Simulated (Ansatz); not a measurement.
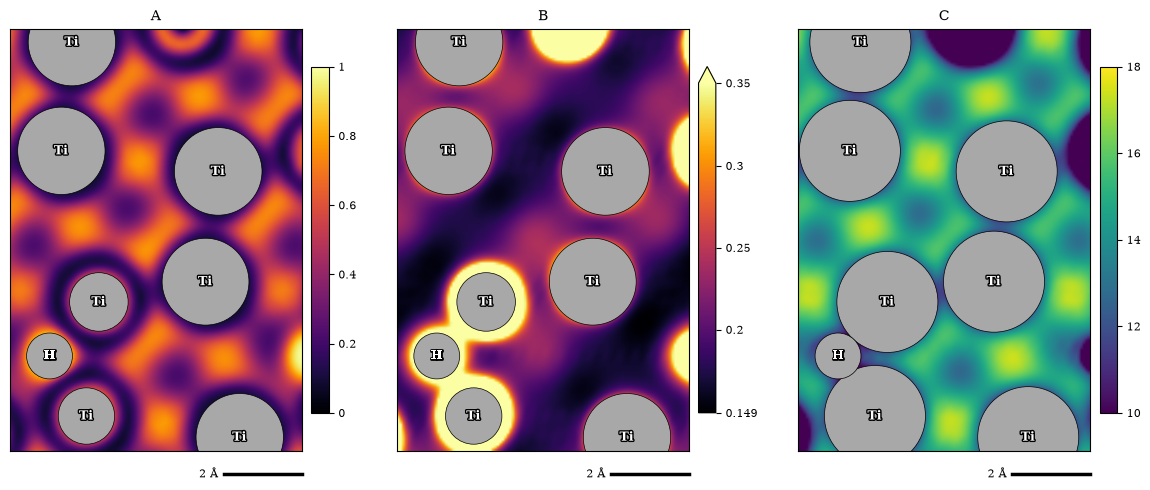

Ti18H (cell with a defect): 3 fields on the (011̄) plane of the calculation cell, with unlabelled colour scales. Grey discs cover the atomic cores.

Computed without spin polarisation.

Theory: Ansatz 0.2.0, DFT PBEsol, scalar-relativistic, plane waves, PAW.

**Which field does each panel show? The fields are: electron localisation function, electrostatic potential energy of an electron and valence pseudo-density.**

Panel A: electron localisation function. Panel B: valence pseudo-density. Panel C: electrostatic potential energy of an electron (low next to the atoms, rising into the space between them). From the grid: Ti–Ti (2.81 Å): ρ at the midpoint is about 0.21 e/Å³; the ELF is about 0.20 at the midpoint (no localised pair shows between them).
